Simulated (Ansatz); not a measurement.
## WS₂: single-point calculation (part 2 of 2)

Continued. System: WS₂ (P3m1, 36 atoms in the cell). Method: DFT PBE, scalar-relativistic, plane waves, PAW, no spin polarisation (Ansatz 0.2.0); cutoff 420 eV, 2×2×2 k-mesh, Gaussian smearing of 0.05 eV. The structure derives from a Materials Project entry.

**The program's output, continued**
```
  k-point 0: bands = ["-68.9187", "-68.9181", "-68.9181", "-68.9019", "-68.9019", "-68.9019", "-68.9013", "-68.9013", "-68.9013", "-68.9013", "-68.9013", "-68.9013", "-33.3855", "-33.3855", "-33.3855", "-33.3844", "-33.3844", "-33.3844", "-33.3841", "-33.3841", "-33.3841", "-33.1987", "-33.1984", "-33.1983", "-33.1364", "-33.1364", "-33.1364", "-33.1361", "-33.1361", "-33.1361", "-33.1361", "-33.1361", "-33.1361", "-33.1307", "-33.1307", "-33.1307", "-33.1296", "-33.1296", "-33.1296", "-33.1294",
      "-33.1294", "-33.1294", "-33.0518", "-33.0518", "-33.0507", "-33.0507", "-33.0505", "-33.0505", "-9.8349", "-9.7876", "-9.7465", "-8.2079", "-8.1157", "-8.0352", "-7.6953", "-7.6953", "-7.6953", "-7.6718", "-7.6718", "-7.6718", "-7.6546", "-7.6546", "-7.6546", "-7.4146", "-7.4146", "-7.4146", "-7.3919", "-7.3919", "-7.3919", "-7.3786", "-7.3786", "-7.3786", "-1.6111", "-1.5527", "-1.5527", "-1.5527", "-1.4907", "-1.4907", "-1.4907", "-1.4360",
      "-1.4360", "-1.4360", "-1.3667", "-1.1173", "-0.2064", "-0.2064", "-0.2064", "-0.1550", "-0.1550", "-0.1549", "-0.1019", "-0.1019", "-0.1019", "0.4277", "0.4277", "0.4277", "0.5890", "0.5890", "0.5891", "0.7237", "0.7237", "0.7238", "1.5446", "1.5446", "1.5446", "1.5629", "1.5629", "1.5629", "1.5762", "1.5762", "1.5762", "2.1013", "2.1013", "2.1064", "2.1064", "2.1084", "2.1084", "2.3557", "2.8445", "2.8445",
      "2.8445", "2.8902", "2.8902", "2.8902", "2.8909", "2.9250", "2.9250", "2.9250", "3.3384", "3.3384", "3.3505", "3.3505", "3.3579", "3.3579", "3.5174", "3.6642", "3.6642", "3.6642", "3.7057", "3.7057", "3.7057", "3.7396", "3.7396", "3.7396", "4.0423", "4.0423", "4.0423", "4.0887", "4.0887", "4.0887", "4.1199", "4.1199", "4.1199", "4.7655", "5.1526", "5.4557", "7.8491", "7.8491", "7.8491", "7.8600",
      "7.8600", "7.8600", "7.8684", "7.8684", "7.8684", "7.8909", "7.8909", "7.8970", "7.8970", "7.8996", "7.8996", "8.0391", "8.0391", "8.0781", "8.0781", "8.1088", "8.1088", "8.2589", "8.2589", "8.2589"]
  k-point 1: bands = ["-68.9187", "-68.9181", "-68.9181", "-68.9019", "-68.9019", "-68.9019", "-68.9013", "-68.9013", "-68.9013", "-68.9013", "-68.9013", "-68.9013", "-33.3855", "-33.3855", "-33.3855", "-33.3844", "-33.3844", "-33.3844", "-33.3841", "-33.3841", "-33.3841", "-33.1987", "-33.1984", "-33.1983", "-33.1364", "-33.1364", "-33.1364", "-33.1361", "-33.1361", "-33.1361", "-33.1361", "-33.1361", "-33.1361", "-33.1307", "-33.1307", "-33.1307", "-33.1296", "-33.1296", "-33.1296", "-33.1294",
      "-33.1294", "-33.1294", "-33.0518", "-33.0518", "-33.0507", "-33.0507", "-33.0505", "-33.0505", "-9.8349", "-9.7876", "-9.7465", "-8.2079", "-8.1157", "-8.0352", "-7.6953", "-7.6953", "-7.6953", "-7.6718", "-7.6718", "-7.6718", "-7.6546", "-7.6546", "-7.6546", "-7.4146", "-7.4146", "-7.4146", "-7.3919", "-7.3919", "-7.3919", "-7.3786", "-7.3786", "-7.3786", "-1.6111", "-1.5527", "-1.5527", "-1.5527", "-1.4907", "-1.4907", "-1.4907", "-1.4360",
      "-1.4360", "-1.4360", "-1.3667", "-1.1173", "-0.2064", "-0.2064", "-0.2064", "-0.1550", "-0.1550", "-0.1549", "-0.1019", "-0.1019", "-0.1019", "0.4277", "0.4277", "0.4277", "0.5890", "0.5890", "0.5891", "0.7237", "0.7237", "0.7238", "1.5446", "1.5446", "1.5446", "1.5629", "1.5629", "1.5629", "1.5762", "1.5762", "1.5762", "2.1013", "2.1013", "2.1064", "2.1064", "2.1084", "2.1084", "2.3557", "2.8445", "2.8445",
      "2.8445", "2.8902", "2.8902", "2.8902", "2.8909", "2.9250", "2.9250", "2.9250", "3.3384", "3.3384", "3.3505", "3.3505", "3.3579", "3.3579", "3.5174", "3.6642", "3.6642", "3.6642", "3.7057", "3.7057", "3.7057", "3.7396", "3.7396", "3.7396", "4.0423", "4.0423", "4.0423", "4.0887", "4.0887", "4.0887", "4.1199", "4.1199", "4.1199", "4.7655", "5.1526", "5.4557", "7.8491", "7.8491", "7.8491", "7.8600",
      "7.8600", "7.8600", "7.8684", "7.8684", "7.8684", "7.8909", "7.8909", "7.8970", "7.8970", "7.8996", "7.8996", "8.0391", "8.0391", "8.0781", "8.0781", "8.1088", "8.1088", "8.2589", "8.2589", "8.2589"]
  k-point 2: bands = ["-68.9103", "-68.9103", "-68.9097", "-68.9097", "-68.9097", "-68.9097", "-68.9019", "-68.9019", "-68.9013", "-68.9013", "-68.9013", "-68.9013", "-33.3241", "-33.3241", "-33.3230", "-33.3230", "-33.3228", "-33.3228", "-33.2210", "-33.2210", "-33.2199", "-33.2199", "-33.2197", "-33.2197", "-33.1941", "-33.1941", "-33.1930", "-33.1930", "-33.1928", "-33.1928", "-33.1676", "-33.1676", "-33.1673", "-33.1673", "-33.1673", "-33.1673", "-33.1364", "-33.1364", "-33.1361", "-33.1361",
      "-33.1361", "-33.1361", "-33.0914", "-33.0914", "-33.0903", "-33.0903", "-33.0901", "-33.0901", "-8.9089", "-8.9089", "-8.8642", "-8.8642", "-8.8253", "-8.8253", "-7.8558", "-7.8558", "-7.7870", "-7.7870", "-7.7303", "-7.7303", "-7.7298", "-7.7298", "-7.7025", "-7.7025", "-7.6803", "-7.6803", "-7.3972", "-7.3972", "-7.3659", "-7.3659", "-7.3445", "-7.3445", "-0.7586", "-0.7586", "-0.7203", "-0.7203", "-0.7085", "-0.7085", "-0.6960", "-0.6960",
      "-0.5172", "-0.5172", "-0.3277", "-0.3277", "-0.3014", "-0.3014", "-0.2708", "-0.2708", "-0.2473", "-0.2473", "0.4252", "0.4252", "0.4769", "0.4769", "0.5543", "0.5543", "0.7769", "0.7769", "0.8147", "0.8147", "0.8778", "0.8778", "0.9930", "0.9930", "1.1681", "1.1681", "1.2756", "1.2756", "1.3168", "1.3168", "1.4787", "1.4787", "1.5977", "1.5977", "1.6329", "1.6329", "1.7078", "1.7078", "1.7532", "1.7532",
      "2.2718", "2.2718", "2.2883", "2.2883", "2.3000", "2.3000", "2.9356", "2.9356", "2.9521", "2.9521", "2.9628", "2.9628", "3.0539", "3.0539", "3.1014", "3.1014", "3.1581", "3.1581", "3.1733", "3.1733", "3.3651", "3.3651", "3.5969", "3.5969", "4.1353", "4.1353", "4.1791", "4.1791", "4.2005", "4.2005", "4.3828", "4.3828", "4.4048", "4.4048", "4.4199", "4.4199", "7.1446", "7.1446", "7.2777", "7.2777",
      "7.3831", "7.3831", "7.4426", "7.4426", "7.5283", "7.5283", "7.5751", "7.5751", "7.6073", "7.6073", "7.6172", "7.6172", "7.6740", "7.6740", "8.0841", "8.0841", "8.1738", "8.1738", "8.2153", "8.2153"]
  k-point 5: bands = ["-68.9103", "-68.9103", "-68.9097", "-68.9097", "-68.9097", "-68.9097", "-68.9019", "-68.9019", "-68.9013", "-68.9013", "-68.9013", "-68.9013", "-33.3241", "-33.3241", "-33.3230", "-33.3230", "-33.3228", "-33.3228", "-33.2210", "-33.2210", "-33.2199", "-33.2199", "-33.2197", "-33.2197", "-33.1941", "-33.1941", "-33.1930", "-33.1930", "-33.1928", "-33.1928", "-33.1676", "-33.1676", "-33.1673", "-33.1673", "-33.1673", "-33.1673", "-33.1364", "-33.1364", "-33.1361", "-33.1361",
      "-33.1361", "-33.1361", "-33.0914", "-33.0914", "-33.0903", "-33.0903", "-33.0901", "-33.0901", "-8.9089", "-8.9089", "-8.8642", "-8.8642", "-8.8253", "-8.8253", "-7.8558", "-7.8558", "-7.7870", "-7.7870", "-7.7303", "-7.7303", "-7.7298", "-7.7298", "-7.7024", "-7.7024", "-7.6803", "-7.6803", "-7.3973", "-7.3973", "-7.3659", "-7.3659", "-7.3446", "-7.3446", "-0.7586", "-0.7586", "-0.7203", "-0.7203", "-0.7085", "-0.7085", "-0.6960", "-0.6960",
      "-0.5172", "-0.5172", "-0.3277", "-0.3277", "-0.3014", "-0.3014", "-0.2708", "-0.2708", "-0.2473", "-0.2473", "0.4252", "0.4252", "0.4769", "0.4769", "0.5543", "0.5543", "0.7769", "0.7769", "0.8147", "0.8147", "0.8778", "0.8778", "0.9931", "0.9931", "1.1681", "1.1681", "1.2756", "1.2756", "1.3168", "1.3168", "1.4787", "1.4787", "1.5977", "1.5977", "1.6329", "1.6329", "1.7078", "1.7078", "1.7532", "1.7532",
      "2.2718", "2.2718", "2.2883", "2.2883", "2.3000", "2.3000", "2.9356", "2.9356", "2.9521", "2.9521", "2.9628", "2.9628", "3.0539", "3.0539", "3.1014", "3.1014", "3.1581", "3.1581", "3.1733", "3.1733", "3.3651", "3.3651", "3.5969", "3.5969", "4.1353", "4.1353", "4.1791", "4.1791", "4.2005", "4.2005", "4.3828", "4.3828", "4.4048", "4.4048", "4.4199", "4.4199", "7.1447", "7.1447", "7.2777", "7.2777",
      "7.3830", "7.3830", "7.4426", "7.4426", "7.5283", "7.5283", "7.5750", "7.5750", "7.6073", "7.6073", "7.6172", "7.6172", "7.6741", "7.6741", "8.0841", "8.0841", "8.1738", "8.1738", "8.2153", "8.2153"]
```

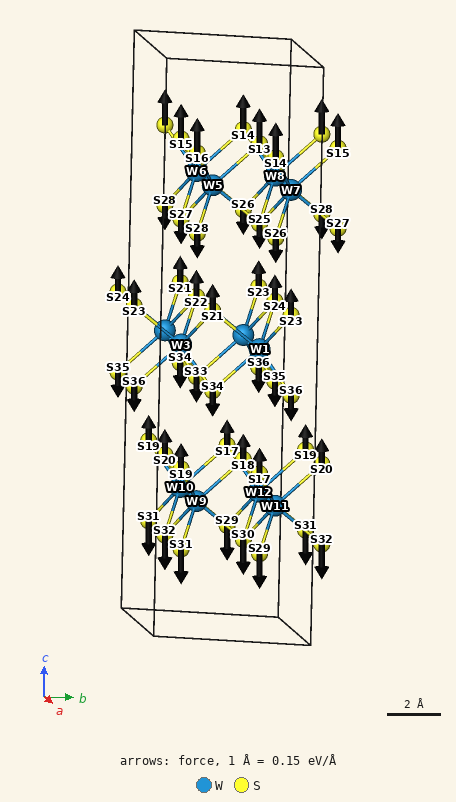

Fig. 1: Forces on the atoms as black arrows (ball-and-stick view of the cell of the calculation, with the vacuum cut short, seen slightly off an axis; bonded neighbours outside the cell are drawn too; atoms are numbered from 1 in the order of the input); the smallest are left out. The largest act on S13, S14, S15, S16, S29, S30 and 2 more (0.21 eV/Å); S21, S22, S23, S24 (0.16 eV/Å); S17, S18, S19, S20, S25, S26 and 6 more (0.15 eV/Å). The geometry is not a stationary point of this energy.

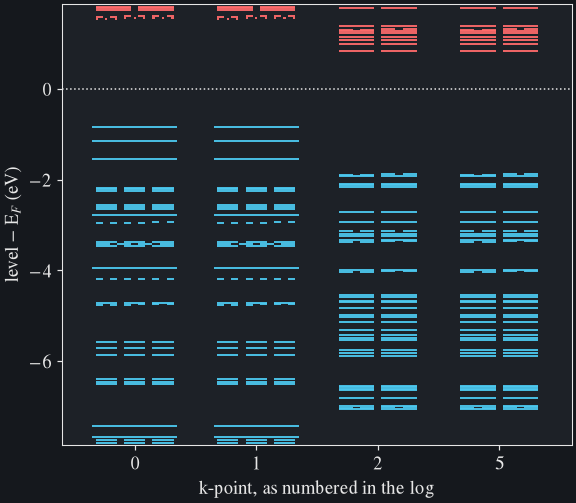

Fig. 2: Kohn–Sham levels near the Fermi level (dotted) at the few k-points that the log prints; levels within 0.02 eV of each other stand side by side. Among these points the highest filled and lowest empty levels are 1.69 eV apart, which is the gap on the mesh.
